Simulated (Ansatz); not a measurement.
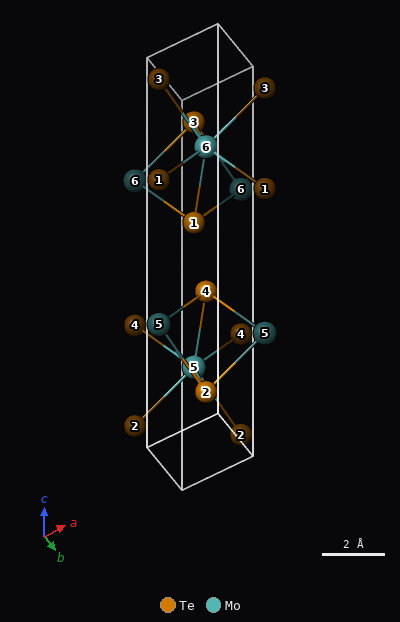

Figure 1. The input geometry (ball-and-stick view of the cell of the calculation, seen at an oblique angle; neighbours outside the cell are drawn fainter; atoms are numbered from 1 in the order of the input).

## MoTe2: geometry relaxation (part 1 of 2)

The run: geometry relaxation of MoTe2 (P6₃/mmc, 6 atoms in the cell). Method and program: DFT PBE+D3(BJ), scalar-relativistic, plane waves, PAW, no spin polarisation (Ansatz 0.2.0).

The structure derives from an entry of the Crystallography Open Database. Figures and captions count atoms from 1; the log counts them from 0 in places.

Log:
```
Engine: ansatz 0.2.0, aarch64-unknown-linux-gnu
Pseudopotentials: kind: paw
Pseudopotential: Te, paw, valence charge 16, recommended cutoff 420 eV (normal), Te.paw.azcp
Pseudopotential: Mo, paw, valence charge 14, recommended cutoff 420 eV (normal), Mo.paw.azcp
Functional definition: PBE
  parameter kappa = 0.804
  parameter beta = 0.06672455060314922
  exchange = pbe_x(kappa = kappa, mu = beta*pi^2/3)
  correlation = pbe_c(beta = beta)
Crystal: 6 atoms, lattice volume = 149.789 Å³
Basis set: ecut = 420 eV, 2909 PW (Γ), exchange–correlation on 48×48×192 points (8 copies of the dense FFT grid, shifted against one another)
Bands: 56, of which v1, the nominal top of the filled ones, is band 46 counted from 1 (45 counted from 0)
Symmetry: 24 space group operations
Space group: P63/mmc (ITA 194), of the structure as read, at distance tolerance 5.3e-5 Å
k-points: 24 of 162
Non-local potential: Te, projectors of the file, l = 0: 2, l = 1: 2, l = 2: 2, l = 3: 2
Non-local potential: Mo, projectors of the file, l = 0: 3, l = 1: 2, l = 2: 2, l = 3: 1
PAW form: soft (Blöchl's): semilocal exchange-correlation on the pseudo side does not see the compensation charge
PAW one-centre angular grid: Te, 590 points (default); XC on 64 Gauss nodes
PAW one-centre angular grid: Mo, 590 points (default); XC on 64 Gauss nodes
Initial density: superposition of atomic densities (neutral atoms: chi_scale 0, normalization atom), corrected by the library's trained network
Initial wavefunctions: pseudopotential atomic-orbital guess
Functional: x = pbe(κ = 0.804, μ = 0.2195149727645171), c = pbe(β = 0.06672455060314922)
SCF iter   1: F=—  HF=-37836.602231 eV  |F-HF|=—  |Δ(HF+E_count)|=         —  Δρ=4.19e-3  dr2=8.80e-3  ethr=1.77e-3  ⟨swp⟩=7.7  Hψ=5241  notcnv=0  defer=2
preconditioner: auto → Resta (q_TF=auto, 2.515 Å⁻¹)  ε∞=6.9  [insulator: Δε(μ)=0.789 eV  Ē_g=7.481 eV  σ=0.020 eV  W_gap=1.00  n_scr=52 (ndim 8)  ℏωp=18.2 eV  f_vac=0.021  D(μ)=0.00/eV (n_scr^D=0)  ε∞_Penn≈6.9]
SCF iter   2: F=—  HF=-37836.610475 eV  |F-HF|=—  |Δ(HF+E_count)|=   8.24e-3  Δρ=2.48e-3  dr2=3.06e-3  ethr=9.56e-6  ⟨swp⟩=2.0  Hψ=2170  notcnv=0  defer=64
SCF iter   3: F=—  HF=-37836.614584 eV  |F-HF|=—  |Δ(HF+E_count)|=   4.11e-3  Δρ=1.01e-3  dr2=2.79e-3  ethr=3.32e-6  ⟨swp⟩=2.0  Hψ=1832  notcnv=0  defer=64
SCF iter   4: F=—  HF=-37836.614742 eV  |F-HF|=—  |Δ(HF+E_count)|=   1.58e-4  Δρ=1.25e-4  dr2=1.97e-5  ethr=3.03e-6  ⟨swp⟩=2.0  Hψ=1518  notcnv=0  defer=64
SCF iter   5: F=—  HF=-37836.614828 eV  |F-HF|=—  |Δ(HF+E_count)|=   8.56e-5  Δρ=5.34e-5  dr2=4.65e-6  ethr=2.14e-8  ⟨swp⟩=2.2  Hψ=1864  notcnv=0  defer=64
SCF iter   6: F=—  HF=-37836.614838 eV  |F-HF|=—  |Δ(HF+E_count)|=   1.02e-5  Δρ=1.32e-5  dr2=3.27e-7  ethr=5.05e-9  ⟨swp⟩=2.0  Hψ=1708  notcnv=0  defer=64
SCF iter   7: F=-37836.614838 eV  HF=-37836.614838 eV  |F-HF|=1.69e-8  |Δ(HF+E_count)|=   3.70e-7  Δρ=4.29e-6  dr2=3.57e-8  ethr=1.09e-10  ⟨swp⟩=10.7  Hψ=5466  notcnv=0
SCF 1 converged in 7 iterations: F = -37836.614838 eV  dr2 = 3.57e-8
  greatest PAW one-centre occupation: 0.998 electrons in one spin orbital (limit 2), on the Mo atom at site 5 (counted from 0), in its partial waves of l = 0
relax step   1: F+E_penalty+E_count = -37836.61483841 eV  Δ(F+E_penalty+E_count) = +0.000e0 eV  max|allowed force component| = 1.665e-1 eV/Å  Δτ_max = 0.0000 Å  P = -0.528 GPa  Ω = 149.789 Å³  (7 SCF iters, dr2 threshold 1.00e-7 eV, accepted)
Crystal: 6 atoms, lattice volume = 134.938 Å³
Basis set: ecut = 420 eV, 2625 PW (Γ), exchange–correlation on 48×48×192 points (8 copies of the dense FFT grid, shifted against one another)
Initial density: handed on by an earlier stage of this run
Initial wavefunctions: those handed on with the density
iter 1 solved again at ethr=1.40e-4 eV; its pass at ethr=3.10e-3 eV (dr2=1.29e-1 eV) is discarded
SCF iter   1: F=—  HF=-37836.438701 eV  |F-HF|=—  |Δ(HF+E_count)|=         —  Δρ=9.93e-3  dr2=1.31e-1  ethr=1.40e-4  ⟨swp⟩=1.9  Hψ=6896  notcnv=0
preconditioner: auto → Resta (q_TF=auto, 2.560 Å⁻¹)  ε∞=7.2  [insulator: Δε(μ)=0.411 eV  Ē_g=7.681 eV  σ=0.020 eV  W_gap=1.00  n_scr=52 (ndim 8)  ℏωp=19.2 eV  f_vac=0.000  D(μ)=0.00/eV (n_scr^D=0)  ε∞_Penn≈7.2]
SCF iter   2: F=—  HF=-37836.417334 eV  |F-HF|=—  |Δ(HF+E_count)|=   2.14e-2  Δρ=5.75e-3  dr2=4.59e-2  ethr=1.40e-4  ⟨swp⟩=2.1  Hψ=1593  notcnv=0
SCF iter   3: F=—  HF=-37836.410328 eV  |F-HF|=—  |Δ(HF+E_count)|=   7.01e-3  Δρ=7.78e-4  dr2=1.06e-3  ethr=4.99e-5  ⟨swp⟩=2.5  Hψ=1941  notcnv=0
SCF iter   4: F=—  HF=-37836.410396 eV  |F-HF|=—  |Δ(HF+E_count)|=   6.79e-5  Δρ=2.07e-4  dr2=8.13e-5  ethr=1.15e-6  ⟨swp⟩=1.7  Hψ=1600  notcnv=0
SCF iter   5: F=—  HF=-37836.410401 eV  |F-HF|=—  |Δ(HF+E_count)|=   5.11e-6  Δρ=5.71e-5  dr2=8.98e-6  ethr=8.84e-8  ⟨swp⟩=2.7  Hψ=2228  notcnv=0
SCF iter   6: F=-37836.410403 eV  HF=-37836.410403 eV  |F-HF|=3.05e-7  |Δ(HF+E_count)|=   1.46e-6  Δρ=1.71e-5  dr2=5.97e-7  ethr=6.52e-10  ⟨swp⟩=4.7  Hψ=5538  notcnv=0
SCF 2 converged in 6 iterations: F = -37836.410403 eV  dr2 = 5.97e-7
relax step   2: F+E_penalty+E_count = -37836.41040298 eV  Δ(F+E_penalty+E_count) = +2.044e-1 eV  max|allowed force component| = 8.435e-1 eV/Å  Δτ_max = 0.1718 Å  P = +1.341 GPa  Ω = 134.938 Å³  energy of the carried Pulay correction = +3.067e-3 eV  (6 SCF iters, dr2 threshold 6.00e-7 eV, rejected (line search))
Crystal: 6 atoms, lattice volume = 146.482 Å³
Basis set: ecut = 420 eV, 2837 PW (Γ), exchange–correlation on 48×48×192 points (8 copies of the dense FFT grid, shifted against one another)
iter 1 solved again at ethr=1.09e-4 eV; its pass at ethr=3.10e-3 eV (dr2=1.01e-1 eV) is discarded
SCF iter   1: F=—  HF=-37836.657047 eV  |F-HF|=—  |Δ(HF+E_count)|=         —  Δρ=7.90e-3  dr2=1.02e-1  ethr=1.09e-4  ⟨swp⟩=2.0  Hψ=6653  notcnv=0
preconditioner: auto → Resta (q_TF=auto, 2.525 Å⁻¹)  ε∞=7.1  [insulator: Δε(μ)=0.756 eV  Ē_g=7.483 eV  σ=0.020 eV  W_gap=1.00  n_scr=52 (ndim 8)  ℏωp=18.4 eV  f_vac=0.014  D(μ)=0.00/eV (n_scr^D=0)  ε∞_Penn≈7.1]
SCF iter   2: F=—  HF=-37836.640571 eV  |F-HF|=—  |Δ(HF+E_count)|=   1.65e-2  Δρ=4.09e-3  dr2=3.49e-2  ethr=1.09e-4  ⟨swp⟩=2.1  Hψ=1806  notcnv=0
SCF iter   3: F=—  HF=-37836.637175 eV  |F-HF|=—  |Δ(HF+E_count)|=   3.40e-3  Δρ=2.48e-3  dr2=9.43e-3  ethr=3.79e-5  ⟨swp⟩=3.0  Hψ=1823  notcnv=0
SCF iter   4: F=—  HF=-37836.636040 eV  |F-HF|=—  |Δ(HF+E_count)|=   1.13e-3  Δρ=3.99e-4  dr2=2.64e-4  ethr=1.03e-5  ⟨swp⟩=2.0  Hψ=1898  notcnv=0
SCF iter   5: F=—  HF=-37836.636100 eV  |F-HF|=—  |Δ(HF+E_count)|=   5.95e-5  Δρ=1.21e-4  dr2=3.19e-5  ethr=2.87e-7  ⟨swp⟩=2.0  Hψ=1712  notcnv=0
SCF iter   6: F=—  HF=-37836.636156 eV  |F-HF|=—  |Δ(HF+E_count)|=   5.55e-5  Δρ=4.14e-5  dr2=6.81e-6  ethr=3.47e-8  ⟨swp⟩=2.0  Hψ=1764  notcnv=0
SCF iter   7: F=—  HF=-37836.636149 eV  |F-HF|=—  |Δ(HF+E_count)|=   6.87e-6  Δρ=8.81e-6  dr2=1.52e-7  ethr=7.40e-9  ⟨swp⟩=2.0  Hψ=1685  notcnv=0
SCF iter   8: F=—  HF=-37836.636149 eV  |F-HF|=—  |Δ(HF+E_count)|=   1.88e-7  Δρ=2.38e-6  dr2=9.73e-9  ethr=1.66e-10  ⟨swp⟩=2.0  Hψ=1776  notcnv=0
SCF iter   9: F=—  HF=-37836.636149 eV  |F-HF|=—  |Δ(HF+E_count)|=   7.84e-9  Δρ=5.19e-7  dr2=4.01e-10  ethr=1.06e-11  ⟨swp⟩=2.0  Hψ=1757  notcnv=0
SCF iter  10: F=-37836.636149 eV  HF=-37836.636149 eV  |F-HF|=7.28e-12  |Δ(HF+E_count)|=  2.55e-10  Δρ=1.00e-7  dr2=1.71e-11  ethr=1.00e-12  ⟨swp⟩=5.6  Hψ=4881  notcnv=0
SCF 3 converged in 10 iterations: F = -37836.636149 eV  dr2 = 1.71e-11
relax step   3: F+E_penalty+E_count = -37836.63614883 eV  Δ(F+E_penalty+E_count) = -2.131e-2 eV  max|allowed force component| = 2.900e-3 eV/Å  Δτ_max = 0.0367 Å  P = -0.339 GPa  Ω = 146.482 Å³  energy of the carried Pulay correction = +6.564e-4 eV  (10 SCF iters, accepted)
Crystal: 6 atoms, lattice volume = 144.993 Å³
Basis set: ecut = 420 eV, 2835 PW (Γ), exchange–correlation on 48×48×192 points (8 copies of the dense FFT grid, shifted against one another)
iter 1 solved again at ethr=1.66e-6 eV; its pass at ethr=3.10e-3 eV (dr2=1.52e-3 eV) is discarded
SCF iter   1: F=—  HF=-37836.638973 eV  |F-HF|=—  |Δ(HF+E_count)|=         —  Δρ=9.64e-4  dr2=1.34e-3  ethr=1.66e-6  ⟨swp⟩=2.8  Hψ=7275  notcnv=0
preconditioner: auto → Resta (q_TF=auto, 2.529 Å⁻¹)  ε∞=7.0  [insulator: Δε(μ)=0.673 eV  Ē_g=7.533 eV  σ=0.020 eV  W_gap=1.00  n_scr=52 (ndim 8)  ℏωp=18.5 eV  f_vac=0.009  D(μ)=0.00/eV (n_scr^D=0)  ε∞_Penn≈7.0]
SCF iter   2: F=—  HF=-37836.638779 eV  |F-HF|=—  |Δ(HF+E_count)|=   1.94e-4  Δρ=5.58e-4  dr2=4.77e-4  ethr=1.46e-6  ⟨swp⟩=1.0  Hψ=1344  notcnv=0
SCF iter   3: F=—  HF=-37836.638718 eV  |F-HF|=—  |Δ(HF+E_count)|=   6.06e-5  Δρ=7.76e-5  dr2=1.26e-5  ethr=5.18e-7  ⟨swp⟩=2.0  Hψ=1616  notcnv=0
SCF iter   4: F=—  HF=-37836.638720 eV  |F-HF|=—  |Δ(HF+E_count)|=   1.80e-6  Δρ=2.54e-5  dr2=1.37e-6  ethr=1.37e-8  ⟨swp⟩=2.2  Hψ=1725  notcnv=0
iter 5 did not close the SCF: its close was put off for the readings that it lacked (scf_convergence_deferred on its scf_iter line)
SCF iter   5: F=-37836.638721 eV  HF=-37836.638721 eV  |F-HF|=1.13e-8  |Δ(HF+E_count)|=   6.08e-7  Δρ=7.22e-6  dr2=1.91e-7  ethr=1.49e-9  ⟨swp⟩=2.0  Hψ=1741  notcnv=0
SCF iter   6: F=-37836.638721 eV  HF=-37836.638721 eV  |F-HF|=8.39e-9  |Δ(HF+E_count)|=   9.41e-8  Δρ=1.85e-6  dr2=6.61e-9  ethr=2.07e-10  ⟨swp⟩=2.4  Hψ=3863  notcnv=0
SCF 4 converged in 6 iterations: F = -37836.638721 eV  dr2 = 6.61e-9
relax step   4: F+E_penalty+E_count = -37836.63872074 eV  Δ(F+E_penalty+E_count) = -2.572e-3 eV  max|allowed force component| = 2.268e-2 eV/Å  Δτ_max = 0.0158 Å  P = -0.059 GPa  Ω = 144.993 Å³  energy of the carried Pulay correction = +9.567e-4 eV  (6 SCF iters, dr2 threshold 6.00e-7 eV, accepted)
Crystal: 6 atoms, lattice volume = 145.058 Å³
iter 1 solved again at ethr=2.19e-8 eV; its pass at ethr=3.10e-3 eV (dr2=2.02e-5 eV) is discarded
SCF iter   1: F=—  HF=-37836.638778 eV  |F-HF|=—  |Δ(HF+E_count)|=         —  Δρ=1.01e-4  dr2=1.95e-5  ethr=2.19e-8  ⟨swp⟩=2.9  Hψ=5833  notcnv=0
preconditioner: auto → Resta (q_TF=auto, 2.529 Å⁻¹)  ε∞=7.0  [insulator: Δε(μ)=0.675 eV  Ē_g=7.530 eV  σ=0.020 eV  W_gap=1.00  n_scr=52 (ndim 8)  ℏωp=18.5 eV  f_vac=0.010  D(μ)=0.00/eV (n_scr^D=0)  ε∞_Penn≈7.0]
SCF iter   2: F=—  HF=-37836.638790 eV  |F-HF|=—  |Δ(HF+E_count)|=   1.26e-5  Δρ=4.98e-5  dr2=5.96e-6  ethr=2.12e-8  ⟨swp⟩=2.0  Hψ=1572  notcnv=0
SCF iter   3: F=—  HF=-37836.638790 eV  |F-HF|=—  |Δ(HF+E_count)|=   6.02e-7  Δρ=3.08e-5  dr2=1.33e-6  ethr=6.48e-9  ⟨swp⟩=2.0  Hψ=1453  notcnv=0
SCF iter   4: F=—  HF=-37836.638789 eV  |F-HF|=—  |Δ(HF+E_count)|=   1.87e-7  Δρ=1.35e-5  dr2=2.69e-7  ethr=1.45e-9  ⟨swp⟩=1.7  Hψ=1449  notcnv=0
SCF iter   5: F=-37836.638789 eV  HF=-37836.638789 eV  |F-HF|=7.23e-9  |Δ(HF+E_count)|=   5.68e-8  Δρ=3.09e-6  dr2=1.77e-8  ethr=6.70e-11  ⟨swp⟩=3.9  Hψ=5249  notcnv=0
SCF 5 converged in 5 iterations: F = -37836.638789 eV  dr2 = 1.77e-8
relax step   5: F+E_penalty+E_count = -37836.63878943 eV  Δ(F+E_penalty+E_count) = -6.870e-5 eV  max|allowed force component| = 4.777e-3 eV/Å  Δτ_max = 0.0015 Å  P = -0.016 GPa  Ω = 145.058 Å³  energy of the carried Pulay correction = +9.434e-4 eV  (5 SCF iters, dr2 threshold 6.17e-8 eV, accepted)
Initial wavefunctions: pseudopotential atomic-orbital guess (no wavefunctions were taken with the density)
iter 1 solved again at ethr=1.16e-7 eV; its pass at ethr=3.10e-3 eV (dr2=1.07e-4 eV) is discarded
SCF iter   1: F=—  HF=-37836.637802 eV  |F-HF|=—  |Δ(HF+E_count)|=         —  Δρ=4.53e-5  dr2=4.31e-7  ethr=1.16e-7  ⟨swp⟩=4.0  Hψ=9014  notcnv=0
preconditioner: auto → Resta (q_TF=auto, 2.529 Å⁻¹)  ε∞=7.0  [insulator: Δε(μ)=0.674 eV  Ē_g=7.531 eV  σ=0.020 eV  W_gap=1.00  n_scr=52 (ndim 8)  ℏωp=18.5 eV  f_vac=0.010  D(μ)=0.00/eV (n_scr^D=0)  ε∞_Penn≈7.0]
SCF iter   2: F=—  HF=-37836.637813 eV  |F-HF|=—  |Δ(HF+E_count)|=   1.16e-5  Δρ=2.32e-5  dr2=1.09e-7  ethr=4.68e-10  ⟨swp⟩=2.0  Hψ=2383  notcnv=0
SCF iter   3: F=—  HF=-37836.637813 eV  |F-HF|=—  |Δ(HF+E_count)|=   1.46e-7  Δρ=3.93e-6  dr2=6.58e-9  ethr=1.19e-10  ⟨swp⟩=2.0  Hψ=2435  notcnv=0
SCF iter   4: F=—  HF=-37836.637813 eV  |F-HF|=—  |Δ(HF+E_count)|=   4.81e-9  Δρ=1.25e-6  dr2=6.11e-9  ethr=7.15e-12  ⟨swp⟩=2.0  Hψ=1684  notcnv=0
SCF iter   5: F=—  HF=-37836.637813 eV  |F-HF|=—  |Δ(HF+E_count)|=  7.28e-10  Δρ=3.27e-7  dr2=1.61e-10  ethr=6.65e-12  ⟨swp⟩=2.0  Hψ=1416  notcnv=0
SCF iter   6: F=-37836.637813 eV  HF=-37836.637813 eV  |F-HF|=1.46e-11  |Δ(HF+E_count)|=  7.28e-12  Δρ=7.23e-8  dr2=1.69e-11  ethr=1.00e-12  ⟨swp⟩=4.9  Hψ=4324  notcnv=0
SCF 6 converged in 6 iterations: F = -37836.637813 eV  dr2 = 1.69e-11
relax step   6: F+E_penalty+E_count = -37836.63781340 eV  Δ(F+E_penalty+E_count) = +9.760e-4 eV  max|allowed force component| = 4.700e-3 eV/Å  Δτ_max = 0.0000 Å  P = -0.014 GPa  Ω = 145.058 Å³  stress off target by 3.69e-2 GPa  SCF on the basis re-selected at this cell (its energy is not comparable with the rows above)  (6 SCF iters)
```

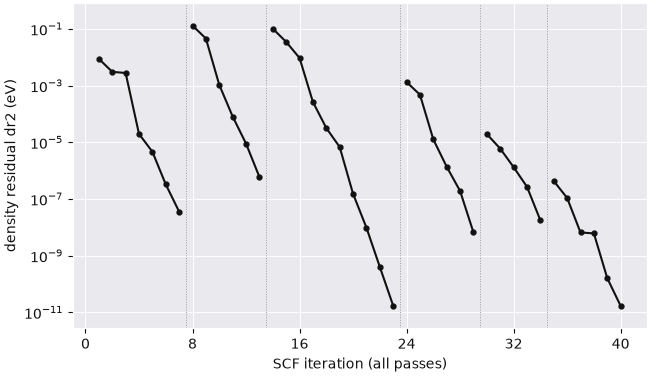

Figure 2. Convergence of the self-consistent field: density residual dr2 against the SCF iteration. The dotted lines part the SCF passes of the relaxation: geometry steps, rejected trials and re-solves on a re-selected basis. The 6 passes take 5 to 10 iterations each, 40 in all.

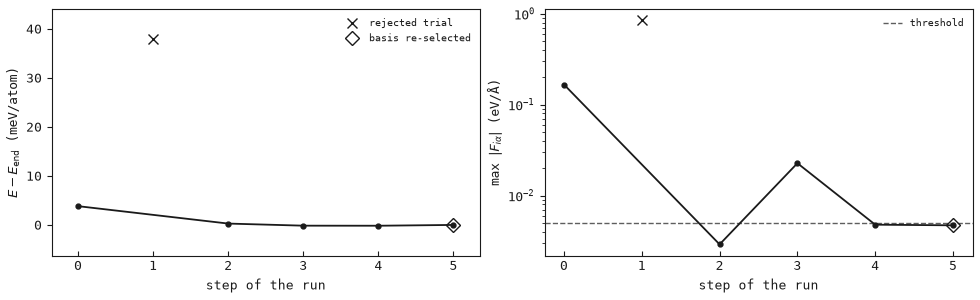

Figure 3. Progress of the relaxation, step by step (the first geometry is step 0 here and step 1 in the log).
